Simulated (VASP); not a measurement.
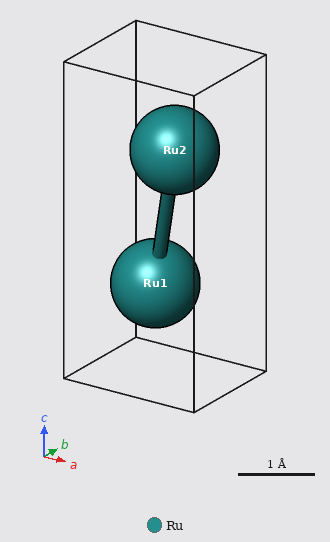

**Figure 1.** The structure as given in the input (ball-and-stick view of the cell of the calculation, seen slightly off an axis; atoms are numbered from 1 in the order of the input). Near neighbours in the crystal (not all of them lie inside the picture): Ru has 12 Ru at 2.65 to 2.71 Å.

**Run report: Ru, geometry relaxation (part 1 of 2)**

System: Ru (2 atoms in the cell).
Method: Kohn-Sham DFT of a periodic cell, AM05, VASP PAW PBE potentials, recommended, no spin polarisation (VASP 6.6.1).

The structure derives from an entry of the Crystallography Open Database.

OSZICAR
```
N       E                     dE             d eps       ncg     rms          rms(c)
DAV:   1     0.306038215675E+03    0.30604E+03   -0.19491E+04  4868   0.192E+03
DAV:   2    -0.140372099351E+02   -0.32008E+03   -0.31419E+03  5152   0.522E+02
DAV:   3    -0.212994794119E+02   -0.72623E+01   -0.70031E+01  5162   0.832E+01
DAV:   4    -0.213909229989E+02   -0.91444E-01   -0.90835E-01  5718   0.758E+00
DAV:   5    -0.213920716211E+02   -0.11486E-02   -0.11485E-02  5272   0.885E-01    0.191E+01
DAV:   6    -0.199114066774E+02    0.14807E+01   -0.40446E+00  4924   0.209E+01    0.465E+00
DAV:   7    -0.198098586030E+02    0.10155E+00   -0.30239E-01  5008   0.511E+00    0.102E+00
DAV:   8    -0.197990315272E+02    0.10827E-01   -0.65462E-03  5034   0.972E-01    0.224E-01
DAV:   9    -0.197985866386E+02    0.44489E-03   -0.86868E-04  6074   0.338E-01    0.411E-02
DAV:  10    -0.197986109448E+02   -0.24306E-04   -0.24527E-05  5392   0.489E-02    0.777E-03
DAV:  11    -0.197986108976E+02    0.47207E-07   -0.17142E-06  3596   0.125E-02
   1 F= -.19798611E+02 E0= -.19798237E+02  d E =-.197986E+02
       N       E                     dE             d eps       ncg     rms          rms(c)
DAV:   1    -0.244021252580E+02   -0.46035E+01   -0.10614E+02  4894   0.126E+02    0.280E+01
DAV:   2    -0.197948761443E+02    0.46072E+01   -0.12389E+01  4888   0.393E+01    0.372E+00
DAV:   3    -0.195698381698E+02    0.22504E+00   -0.95728E-01  4998   0.986E+00    0.392E+00
DAV:   4    -0.196014985227E+02   -0.31660E-01   -0.40833E-02  4946   0.178E+00    0.127E+00
DAV:   5    -0.196081890394E+02   -0.66905E-02   -0.83052E-03  5466   0.641E-01    0.135E-01
DAV:   6    -0.196080882089E+02    0.10083E-03   -0.43208E-04  6244   0.143E-01    0.354E-02
DAV:   7    -0.196080848868E+02    0.33220E-05   -0.38841E-05  5160   0.622E-02    0.123E-02
DAV:   8    -0.196080854116E+02   -0.52477E-06   -0.16452E-06  3698   0.102E-02
   2 F= -.19608085E+02 E0= -.19607642E+02  d E =0.190525E+00
       N       E                     dE             d eps       ncg     rms          rms(c)
DAV:   1    -0.227615000134E+02   -0.31534E+01   -0.65871E+01  4894   0.104E+02    0.125E+01
DAV:   2    -0.198498007036E+02    0.29117E+01   -0.84384E+00  4890   0.308E+01    0.383E+00
DAV:   3    -0.197913908867E+02    0.58410E-01   -0.45964E-01  4982   0.666E+00    0.124E+00
DAV:   4    -0.198109063705E+02   -0.19515E-01   -0.13645E-02  5004   0.115E+00    0.578E-01
DAV:   5    -0.198176132877E+02   -0.67069E-02   -0.65272E-03  5104   0.629E-01    0.104E-01
DAV:   6    -0.198175929394E+02    0.20348E-04   -0.28594E-04  6520   0.130E-01    0.258E-02
DAV:   7    -0.198175951750E+02   -0.22356E-05   -0.96531E-06  4946   0.251E-02    0.112E-02
DAV:   8    -0.198175927586E+02    0.24164E-05   -0.51511E-07  2772   0.658E-03    0.140E-03
DAV:   9    -0.198175924278E+02    0.33082E-06   -0.94133E-08  2490   0.243E-03
   3 F= -.19817592E+02 E0= -.19817199E+02  d E =-.189815E-01
       N       E                     dE             d eps       ncg     rms          rms(c)
DAV:   1    -0.198178406361E+02   -0.24788E-03   -0.50298E-03  4902   0.884E-01    0.135E-01
DAV:   2    -0.198176146832E+02    0.22595E-03   -0.65642E-04  4894   0.274E-01    0.217E-02
DAV:   3    -0.198176090589E+02    0.56243E-05   -0.39364E-05  4990   0.612E-02    0.130E-02
DAV:   4    -0.198176121708E+02   -0.31120E-05   -0.26446E-06  4366   0.156E-02    0.149E-03
DAV:   5    -0.198176121443E+02    0.26538E-07   -0.23105E-07  2462   0.518E-03
   4 F= -.19817612E+02 E0= -.19817218E+02  d E =-.190012E-01
       N       E                     dE             d eps       ncg     rms          rms(c)
DAV:   1    -0.198177244752E+02   -0.11230E-03   -0.25862E-03  4898   0.634E-01    0.966E-02
DAV:   2    -0.198176084775E+02    0.11600E-03   -0.33544E-04  4896   0.196E-01    0.155E-02
DAV:   3    -0.198176057074E+02    0.27701E-05   -0.20165E-05  4964   0.438E-02    0.933E-03
DAV:   4    -0.198176075717E+02   -0.18643E-05   -0.13406E-06  3392   0.112E-02    0.114E-03
DAV:   5    -0.198176075514E+02    0.20328E-07   -0.16545E-07  2460   0.430E-03
   5 F= -.19817608E+02 E0= -.19817213E+02  d E =-.189967E-01
       N       E                     dE             d eps       ncg     rms          rms(c)
DAV:   1    -0.198191821440E+02   -0.15746E-02   -0.44877E-02  4902   0.225E+00    0.317E-01
DAV:   2    -0.198177127657E+02    0.14694E-02   -0.35060E-03  4930   0.636E-01    0.771E-02
DAV:   3    -0.198175876556E+02    0.12511E-03   -0.38994E-04  5160   0.175E-01    0.321E-02
DAV:   4    -0.198175872633E+02    0.39225E-06   -0.35501E-05  6594   0.473E-02    0.978E-03
DAV:   5    -0.198175879029E+02   -0.63962E-06   -0.32932E-06  4974   0.175E-02
   6 F= -.19817588E+02 E0= -.19817235E+02  d E =0.196485E-04
       N       E                     dE             d eps       ncg     rms          rms(c)
DAV:   1    -0.198181075674E+02   -0.52030E-03   -0.13309E-02  4906   0.122E+00    0.173E-01
DAV:   2    -0.198176689675E+02    0.43860E-03   -0.10348E-03  4924   0.346E-01    0.423E-02
DAV:   3    -0.198176319307E+02    0.37037E-04   -0.11797E-04  5132   0.965E-02    0.180E-02
DAV:   4    -0.198176334504E+02   -0.15197E-05   -0.10708E-05  6440   0.261E-02    0.529E-03
DAV:   5    -0.198176341318E+02   -0.68143E-06   -0.10352E-06  2628   0.101E-02
   7 F= -.19817634E+02 E0= -.19817258E+02  d E =-.265804E-04
```

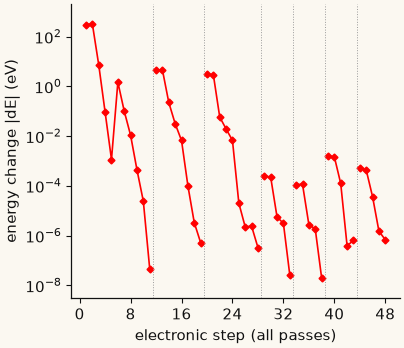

**Figure 2.** Convergence of the self-consistent field: energy change |dE| against the electronic step. Each stretch between dotted lines is the SCF of one geometry step of a relaxation. The 7 ionic steps take 5 to 11 electronic steps each. The density is held fixed in the first few steps, and dE rises again when its update begins.

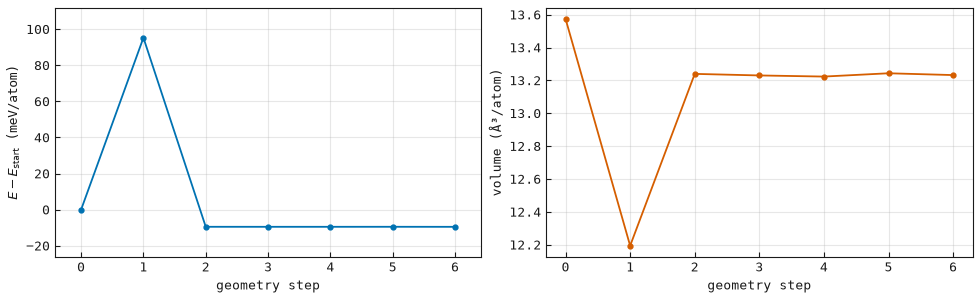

**Figure 3.** Progress of the relaxation, step by step (steps are counted from 0).

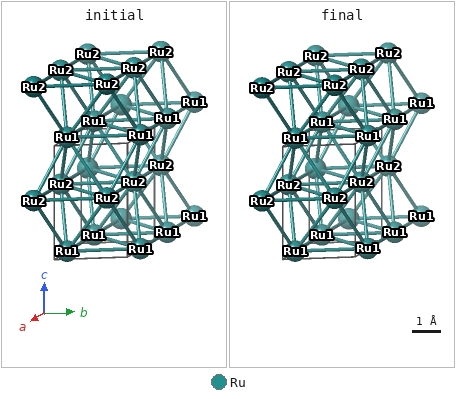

**Figure 4.** Before (left) and after (right) the relaxation, at one scale (ball-and-stick view of the cell of the calculation, repeated 3 × 2 × 2, seen slightly off an axis). The energy falls by 9.5 meV per atom in 6 geometry steps. All forces vanish by symmetry, so only the cell relaxes. The atoms keep their places relative to the cell (all moves are under 0.005 Å). Cell: a = b 2.706 → 2.682 Å (−0.9 %), c 4.282 → 4.247 Å (−0.8 %). Volume −2.5 %. Distances before and after: Ru1–Ru1 2.706 → 2.682 Å, Ru1–Ru2 2.650 → 2.628 Å. The space group stays P6_3/mmc (No. 194). (Atoms are counted from 1 in the order of the input.)

Parts of OUTCAR
```
SYSTEM = Ru
   EDIFF = 1E-6
   EDIFFG = -0.01
   ENCUT = 600
   GGA = AM
   IBRION = 2
   ISIF = 3
   ISMEAR = 1
   LASPH = .TRUE.
   LREAL = .FALSE.
   NELM = 80
   NSW = 90
   PREC = Accurate

 ion  position               nearest neighbor table
   1  0.333  0.667  0.250-   2 2.65   2 2.65   2 2.65   2 2.65   2 2.65   2 2.65
   2  0.667  0.333  0.750-   1 2.65   1 2.65   1 2.65   1 2.65   1 2.65   1 2.65

  LATTYP: Found a hexagonal cell.
 ALAT       =     2.7058000000
 C/A-ratio  =     1.5824894671

  Lattice vectors:

 A1 = (   2.7058000000,   0.0000000000,   0.0000000000)
 A2 = (  -1.3529000000,   2.3432915376,   0.0000000000)
 A3 = (   0.0000000000,   0.0000000000,   4.2819000000)

Analysis of symmetry for initial positions (statically):
=====================================================================
 Subroutine PRICEL returns:
 Original cell was already a primitive cell.

 Routine SETGRP: Setting up the symmetry group for a
 hexagonal supercell.

 Subroutine GETGRP returns: Found 24 space group operations
 (whereof 12 operations were pure point group operations)
 out of a pool of 24 trial point group operations.

The static configuration has the point symmetry D_3d.
 The point group associated with its full space group is D_6h.

Analysis of symmetry for dynamics (positions and initial velocities):
=====================================================================
 Subroutine PRICEL returns:
 Original cell was already a primitive cell.

 Routine SETGRP: Setting up the symmetry group for a
 hexagonal supercell.

 Subroutine GETGRP returns: Found 24 space group operations
 (whereof 12 operations were pure point group operations)
 out of a pool of 24 trial point group operations.

The dynamic configuration has the point symmetry D_3d.
 The point group associated with its full space group is D_6h.

 Subroutine INISYM returns: Found 24 space group operations
 (whereof 12 operations are pure point group operations),
 and found     1 'primitive' translations

----------------------------------------------------------------------------------------

                                     Primitive cell

  volume of cell :      27.1493

  direct lattice vectors                    reciprocal lattice vectors
     2.705800000  0.000000000  0.000000000     0.369576465  0.213375072  0.000000000
    -1.352900000  2.343291538  0.000000000     0.000000000  0.426750144  0.000000000
     0.000000000  0.000000000  4.281900000     0.000000000  0.000000000  0.233541185

  length of vectors
     2.705800000  2.705800000  4.281900000     0.426750144  0.426750144  0.233541185

  position of ions in fractional coordinates (direct lattice)
     0.333333333  0.666666667  0.250000000
     0.666666667  0.333333333  0.750000000

  ion indices of the primitive-cell ions
   primitive index   ion index
                 1           1
                 2           2

----------------------------------------------------------------------------------------

 KPOINTS: k-points

Automatic generation of k-mesh.
 Grid dimensions read from file:
 generate k-points for:   15   15    9

 Generating k-lattice:

  Cartesian coordinates                     Fractional coordinates (reciprocal lattice)
     0.024638431  0.014225005  0.000000000     0.066666667  0.000000000  0.000000000
     0.000000000  0.028450010  0.000000000     0.000000000  0.066666667  0.000000000
     0.000000000  0.000000000  0.025949021     0.000000000  0.000000000  0.111111111

  Length of vectors
     0.028450010  0.028450010  0.025949021

  Shift w.r.t. Gamma in fractional coordinates (k-lattice)
     0.000000000  0.000000000  0.000000000

 Subroutine IBZKPT returns following result:
 ===========================================

 Found    135 irreducible k-points:

 Following reciprocal coordinates:
            Coordinates               Weight
  0.000000  0.000000  0.000000      1.000000
  0.066667  0.000000  0.000000      6.000000
  0.133333  0.000000  0.000000      6.000000
  0.200000  0.000000  0.000000      6.000000
  0.266667  0.000000  0.000000      6.000000
  0.333333  0.000000  0.000000      6.000000
  0.400000  0.000000  0.000000      6.000000
  0.466667  0.000000  0.000000      6.000000
  0.066667  0.066667  0.000000      6.000000
  0.133333  0.066667  0.000000     12.000000
  0.200000  0.066667  0.000000     12.000000
  0.266667  0.066667  0.000000     12.000000
  0.333333  0.066667  0.000000     12.000000
  0.400000  0.066667  0.000000     12.000000
  0.466667  0.066667  0.000000      6.000000
  0.133333  0.133333  0.000000      6.000000
  0.200000  0.133333  0.000000     12.000000
  0.266667  0.133333  0.000000     12.000000
  0.333333  0.133333  0.000000     12.000000
  0.400000  0.133333  0.000000     12.000000
  0.200000  0.200000  0.000000      6.000000
  0.266667  0.200000  0.000000     12.000000
  0.333333  0.200000  0.000000     12.000000
  0.400000  0.200000  0.000000      6.000000
 [... further k-points ...]
   k-points           NKPTS =    135   k-points in BZ     NKDIM =    135   number of bands    NBANDS=     18
   number of dos      NEDOS =    301   number of ions     NIONS =      2
   total plane-waves  NPLWV =  20736
   dimension x,y,z NGX =    24 NGY =   24 NGZ =   36
   dimension x,y,z NGXF=    48 NGYF=   48 NGZF=   72
   ions per type =               2
   NGX,Y,Z   is equivalent  to a cutoff of  14.75, 14.75, 13.98 a.u.
   NGXF,Y,Z  is equivalent  to a cutoff of  29.49, 29.49, 27.95 a.u.
 SYSTEM =  Ru
   PREC   = accura    normal or accurate (medium, high low for compatibility)
   ISTART =      0    job   : 0-new  1-cont  2-samecut
   ICHARG =      2    charge: 1-file 2-atom 10-const
   ISPIN  =      1    spin polarized calculation?
   LNONCOLLINEAR =      F non collinear calculations
   LSORBIT =      F    spin-orbit coupling
   LASPH  =      T    aspherical Exc in radial PAW
   ENCUT  =  600.0 eV  44.10 Ry    6.64 a.u.   5.40  5.40  8.55*2*pi/ulx,y,z
   NELM   =     80;   NELMIN=  2; NELMDL= -5     # of ELM steps
   EDIFF  = 0.1E-05   stopping-criterion for ELM
   LREAL  =      F    real-space projection
   EDIFFG = -.1E-01   stopping-criterion for IOM
   NSW    =     90    number of steps for IOM
   IBRION =      2    ionic relax: 0-MD 1-quasi-New 2-CG
   NFREE  =      1    steps in history (QN), initial steepest desc. (CG)
   ISIF   =      3    stress and relaxation
   ISYM   =      2    0-nonsym 1-usesym 2-fastsym
   POTIM  = 0.5000    time-step for ionic-motion
   TEBEG  =    0.0;   TEEND  =   0.0 temperature during run
   PSTRESS=    0.0 pullay stress
   NELECT =      28.0000    total number of electrons
   NUPDOWN=      -1.0000    fix difference up-down
   EMIN   =  10.00;   EMAX   =-10.00  energy-range for DOS
   EFERMI =   0.00;   METHOD = LEGACY
   ISMEAR =     1;   SIGMA  =   0.10  broadening in eV -4-tet -1-fermi 0-gaus
   EFERMI_NEDOS =   21; number of points for ismear=-14 and -15
   IALGO  =     38    algorithm
   IMIX   =      4    mixing-type and parameters
     AMIX     =   0.40;   BMIX     =  1.00
     AMIX_MAG =   1.60;   BMIX_MAG =  1.00
  volume/ion in A,a.u.               =      13.57        91.61
  Fermi-wavevector in a.u.,A,eV,Ry     =   1.654022  3.125649 37.222674  2.735789
  Thomas-Fermi vector in A             =   2.742361
   LORBIT       =      0    0 simple, 1 ext, 2 COOP (PROOUT), +10 PAW based schemes
   GGA     = AM    functional components
   LHFCALC =     F    Hartree Fock is set to
   AEXX    =    0.0000 exact exchange contribution
   IVDW    =     0    specifies the selected vdW correction
   LEPSILON=     F    determine dielectric tensor
   LRPA    =     F    only Hartree local field effects (RPA)
 conjugate gradient relaxation of ions
 non-spin polarized calculation
 Methfessel and Paxton  Order N= 1 SIGMA  =   0.10
  energy-cutoff  :      600.00
  volume of cell :       27.15
 maximum number of plane-waves:       935
 NGX is ok and might be reduce to    24
   NGX = 11   NGY = 11   NGZ = 17

--------------------------------------- Ionic step        1  -------------------------------------------

 number of electron      28.0000002 magnetization

 Free energy of the ion-electron system (eV)
  ---------------------------------------------------
  ext. energy  EPLUGINS =         0.00000000
  ---------------------------------------------------
  free energy    TOTEN  =       -19.79861090 eV

  energy without entropy =      -19.79748786  energy(sigma->0) =      -19.79823655

------------------------ aborting loop because EDIFF is reached ----------------------------------------

  FORCE on cell =-STRESS in cart. coord.  units (eV):
  Direction    XX          YY          ZZ          XY          YZ          ZX
  --------------------------------------------------------------------------------------
  -------------------------------------------------------------------------------------
  Total       -1.4467764     -1.4467764     -1.4745007     -0.0000000     -0.0000000     -0.0000000
  in kB      -85.3794716    -85.3794716    -87.0155795     -0.0000000     -0.0000000     -0.0000000
  external PRESSURE =     -85.9248409 kB  Pullay stress =       0.0000000 kB

 VOLUME and BASIS-vectors are now :
 -----------------------------------------------------------------------------
  energy-cutoff  :      600.00
  volume of cell :       27.15
      direct lattice vectors                 reciprocal lattice vectors
     2.705800000  0.000000000  0.000000000     0.369576465  0.213375072  0.000000000
    -1.352900000  2.343291538  0.000000000     0.000000000  0.426750144  0.000000000
     0.000000000  0.000000000  4.281900000     0.000000000  0.000000000  0.233541185

 POSITION                                       TOTAL-FORCE (eV/Angst)
 -----------------------------------------------------------------------------------
     -0.00000      1.56219      1.07048         0.000000     -0.000000      0.000000
      1.35290      0.78110      3.21143        -0.000000      0.000000      0.000000
 -----------------------------------------------------------------------------------
    total drift:                               -0.000000      0.000000     -0.000000

  FREE ENERGIE OF THE ION-ELECTRON SYSTEM (eV)
  ---------------------------------------------------
  free  energy   TOTEN  =       -19.7986108976 eV

  energy  without entropy=      -19.7974878564  energy(sigma->0) =      -19.79823655

--------------------------------------- Ionic step        2  -------------------------------------------

 number of electron      28.0000007 magnetization

------------------------ aborting loop because EDIFF is reached ----------------------------------------
```
